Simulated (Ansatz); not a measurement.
**What a change does: single-point calculation on Al**

System: Al (P6₃/mmc, 2 atoms in the cell).
Method of the first run: Kohn-Sham DFT of a periodic cell, PBEsol, all-electron LAPW, scalar-relativistic, no spin polarisation (Ansatz 0.2.0).

The structure derives from a Materials Project entry. Text and figures count atoms from 1; the logs count them from 0 in places.

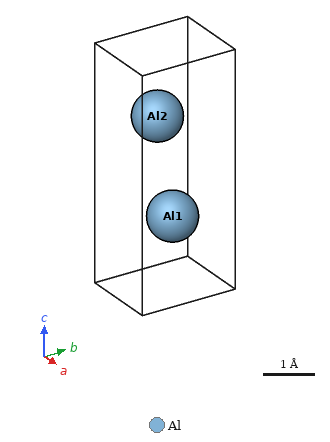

**Figure 1.** The input geometry (ball-and-stick view of the cell of the calculation, seen slightly off an axis; atoms are numbered from 1 in the order of the input).

**Input file, the first run**
```yaml
crystal:
  lattice:
    - [2.8494655872, 0.0, 0.0]
    - [-1.4247327935, 2.4677095857, 0.0]
    - [0.0, 0.0, 4.9308948445]
  atoms:
    - { symbol: Al, position: [0.3333333333, 0.6666666667, 0.25] }
    - { symbol: Al, position: [0.6666666667, 0.3333333333, 0.75] }
kpoints:
  mp_grid: { grid: [11, 11, 6] }
scf:
  occupations: { method: fermi_dirac, width: 0.05 }
hamiltonian:
  xc: pbesol
  pseudopotentials: { kind: all_electron, lapw: { basis_error: 0.001 } }
output:
  forces: true
  stress: true
  eigenvalues: true
```

Launched with:
```bash
ansatz run input.yaml --threads 1 --pin off --max-ram 3072MiB --backend cpu --events-out ev --progress --plain --runs-dir out
```

Hardware: 1 thread of Intel Xeon @ 2.70GHz, 189 GiB of memory available, shared host.

**Output, shortened to warnings, some set-up lines, iterations and results (the first run)**
```
Basis set: ecut = 132.4938384625552 eV, 135 PW (Γ), exchange–correlation at level 2
Symmetry: 24 space group operations
k-points: 64 of 726
Initial density: superposition of atomic densities (chi_scale 0.1, normalization cell)
[...]
SCF iter   1: F=—  HF=-13189.128592 eV  |F-HF|=—  |Δ(HF+E_count)|=         —  Δρ=1.10e-2  dr2=2.75e-2  ethr=1.25e-4  ⟨swp⟩=3.1  Hψ=7134  notcnv=0
SCF iter   2: F=—  HF=-13189.082843 eV  |F-HF|=—  |Δ(HF+E_count)|=   4.57e-2  Δρ=4.97e-3  dr2=5.56e-3  ethr=1.25e-4  ⟨swp⟩=2.0  Hψ=2697  notcnv=0
SCF iter   3: F=—  HF=-13189.073219 eV  |F-HF|=—  |Δ(HF+E_count)|=   9.62e-3  Δρ=2.27e-4  dr2=9.29e-6  ethr=4.19e-8  ⟨swp⟩=3.0  Hψ=4884  notcnv=0
SCF iter   4: F=—  HF=-13189.073187 eV  |F-HF|=—  |Δ(HF+E_count)|=   3.20e-5  Δρ=5.74e-5  dr2=7.60e-7  ethr=4.19e-8  ⟨swp⟩=2.0  Hψ=2667  notcnv=0
SCF iter   5: F=-13189.073188 eV  HF=-13189.073188 eV  |F-HF|=6.33e-10  |Δ(HF+E_count)|=   4.21e-7  Δρ=1.77e-6  dr2=6.80e-10  ethr=3.46e-9  ⟨swp⟩=2.0  Hψ=2664  notcnv=0
SCF 1 converged in 5 iterations: F = -13189.073188 eV  dr2 = 6.80e-10
SCF converged after 5 iterations
Free energy (F): -13189.073188 eV
Harris-Foulkes:  -13189.073188 eV  (|F-HF|=6.33e-10)
Internal energy: -13189.068136 eV  (E = F + TS)
E sigma→0 (E₀):  -13189.070662 eV
Entropy (-TS):   -0.005051 eV (-2.526 meV/atom)
Fermi energy:    9.189944 eV
--- Per-component energies (eV) ---
  E_band       = -1013.983173
  E_kinetic    = 13210.409512
  E_xc         = -986.715657
  E_electrostatic = -25412.761991  (all electrons and nuclei)
  E_smearing   = -0.005051  (= −TS)
  E_closure    = 0.000000  (closes the sum)
  E_atoms      = -13180.977686  (free atoms, spherical and without spin; not in F)
  Σ components = -13189.073188   (vs F -13189.073188, Δ=0.00e0)
  Basis errors (estimates in eV, not in F): energy 3.2e-4 per atom: plane waves 2.9e-4 (1.5e-4 summed), levels above the bands 4.4e-41, relativity 5.2e-9, radial functions 3.6e-5, core shells 4.3e-13; eigenvalues (radial functions only) 5.1e-6; not estimated: angular momenta, meshes, grids; target …
--- Forces (eV/Å), atoms counted from 1 ---
  atom   1  Al    -0.00000000    -0.00000000     0.00000000
  atom   2  Al     0.00000000     0.00000000    -0.00000000
  max |Σ_I F_I| component: 1.16e-18 eV/Å
--- Stress (GPa, compression-positive) ---
       -2.735971      -0.000000      -0.000000
       -0.000000      -2.735971       0.000000
       -0.000000       0.000000      -6.452195
  P = ⅓ Tr σ = -3.9747 GPa (-39.747 kbar)
```

For the second run the input was changed thus:
```diff
-  xc: pbesol
+  xc: lda
```

How does the second run compare with the first run?

The total energies belong to different methods, so their difference says nothing on which is more stable or more accurate. The pressure goes from −3.97 to −5.41 GPa. The functional changes from PBEsol to LDA. Along LDA, PBEsol, PBE and RPBE the binding weakens and the preferred volume grows, so the same cell is under more pressure with the later ones. The number of SCF iterations is the same.

**Output, shortened to warnings, some set-up lines, iterations and results (the second run)**
```
Basis set: ecut = 133.05517760273705 eV, 135 PW (Γ), exchange–correlation at level 2
Symmetry: 24 space group operations
k-points: 64 of 726
Initial density: superposition of atomic densities (chi_scale 0.1, normalization cell)
[...]
SCF iter   1: F=—  HF=-13165.886619 eV  |F-HF|=—  |Δ(HF+E_count)|=         —  Δρ=1.08e-2  dr2=2.64e-2  ethr=1.20e-4  ⟨swp⟩=3.1  Hψ=7144  notcnv=0
SCF iter   2: F=—  HF=-13165.839280 eV  |F-HF|=—  |Δ(HF+E_count)|=   4.73e-2  Δρ=6.48e-3  dr2=1.11e-2  ethr=1.20e-4  ⟨swp⟩=2.0  Hψ=2739  notcnv=0
SCF iter   3: F=—  HF=-13165.827240 eV  |F-HF|=—  |Δ(HF+E_count)|=   1.20e-2  Δρ=9.51e-4  dr2=2.89e-4  ethr=1.31e-6  ⟨swp⟩=2.0  Hψ=4714  notcnv=0
SCF iter   4: F=—  HF=-13165.827213 eV  |F-HF|=—  |Δ(HF+E_count)|=   2.68e-5  Δρ=1.84e-4  dr2=1.14e-5  ethr=1.31e-6  ⟨swp⟩=2.0  Hψ=2686  notcnv=0
SCF iter   5: F=-13165.827215 eV  HF=-13165.827215 eV  |F-HF|=6.22e-9  |Δ(HF+E_count)|=   2.33e-6  Δρ=1.03e-5  dr2=3.14e-8  ethr=5.18e-8  ⟨swp⟩=2.0  Hψ=2686  notcnv=0
SCF 1 converged in 5 iterations: F = -13165.827215 eV  dr2 = 3.14e-8
SCF converged after 5 iterations
Free energy (F): -13165.827215 eV
Harris-Foulkes:  -13165.827215 eV  (|F-HF|=6.22e-9)
Internal energy: -13165.821824 eV  (E = F + TS)
E sigma→0 (E₀):  -13165.824520 eV
Entropy (-TS):   -0.005391 eV (-2.696 meV/atom)
Fermi energy:    9.051842 eV
--- Per-component energies (eV) ---
  E_band       = -1015.981839
  E_kinetic    = 13175.673489
  E_xc         = -962.437454
  E_electrostatic = -25379.057859  (all electrons and nuclei)
  E_smearing   = -0.005391  (= −TS)
  E_closure    = 0.000000  (closes the sum)
  E_atoms      = -13157.570602  (free atoms, spherical and without spin; not in F)
  Σ components = -13165.827215   (vs F -13165.827215, Δ=0.00e0)
  Basis errors (estimates in eV, not in F): energy 3.0e-4 per atom: plane waves 2.9e-4 (1.5e-4 summed), levels above the bands 3.4e-40, relativity 4.4e-10, radial functions 1.0e-5, core shells 6.1e-13; eigenvalues (radial functions only) 6.5e-6; not estimated: angular momenta, meshes, grids; target …
--- Forces (eV/Å), atoms counted from 1 ---
  atom   1  Al     0.00000000    -0.00000000     0.00000000
  atom   2  Al     0.00000000     0.00000000    -0.00000000
  max |Σ_I F_I| component: 3.47e-18 eV/Å
--- Stress (GPa, compression-positive) ---
       -4.328409       0.000000      -0.000000
        0.000000      -4.328409       0.000000
       -0.000000       0.000000      -7.561628
  P = ⅓ Tr σ = -5.4061 GPa (-54.061 kbar)
```

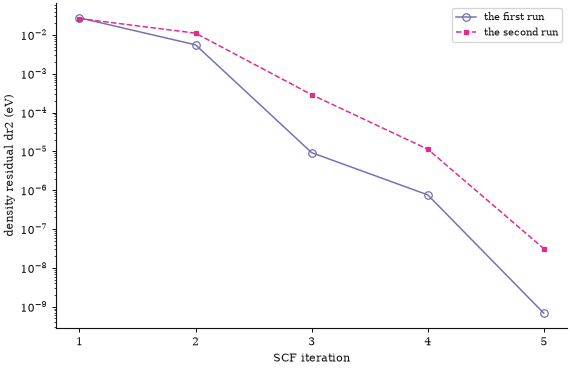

**Figure 2.** Convergence of the two runs: density residual dr2 against the SCF iteration. The first run takes 5 iterations in all, and the second run takes 5.

**The two runs side by side**

| quantity | the first run | the second run |
| --- | --- | --- |
| outcome | converged | converged |
| free energy per atom (eV) | −6594.5366 | −6582.9136 |
| energy per atom, smearing taken to zero (eV) | −6594.5353 | −6582.9123 |
| gap on the mesh (eV) | 0.00 | 0.00 |
| pressure (GPa) | −3.97 | −5.41 |
| largest force (eV/Å) | 0.000 | 0.000 |
| SCF iterations | 5 | 5 |
| irreducible k-points | 64 | 64 |
| plane waves at Γ | 135 | 135 |
| wall time (shared host) | 3.4 s | 3.9 s |

For the second run: The cell is under a tension of 5.4 GPa at this level, so it is not at its equilibrium volume.
